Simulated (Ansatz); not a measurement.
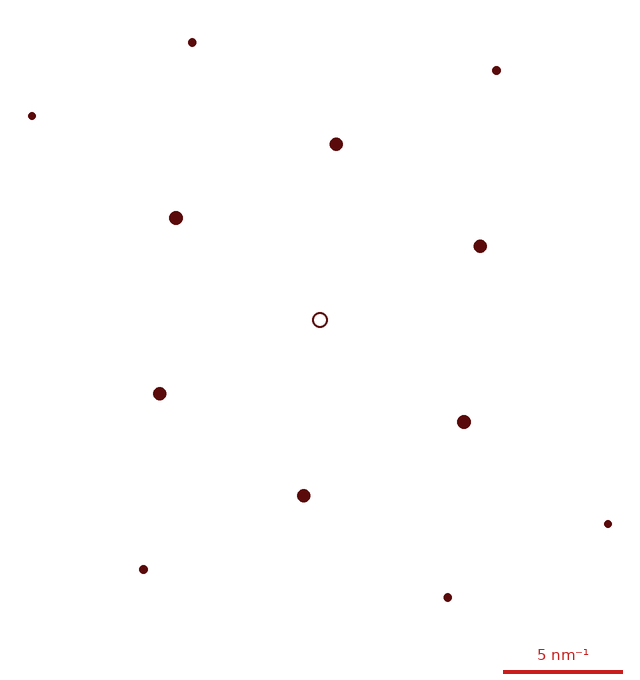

The pattern is a kinematic simulation for 100 kV electrons (no multiple scattering; isotropic B = 0.5 Å²).

Candidate phases (model or computed cells):
A. Al, space group Fm-3m (No. 225), a = 4.04 Å
B. Cu, space group Im-3m (No. 229), a = 2.865 Å
C. Rh, space group Fm-3m (No. 225), a = 3.800 Å
D. Al, space group Fm-3m (No. 225), a = 4.050 Å

**Which candidate gives this pattern, and along which zone?**

Candidate C (Rh), along [111] or an equivalent direction. The spots form a hexagonal net with both shortest vectors at d = 1.34 Å, 60.0° apart. They index as -2 2 0 and -2 0 2; no zone of the other candidates with indices up to 3 has this net.
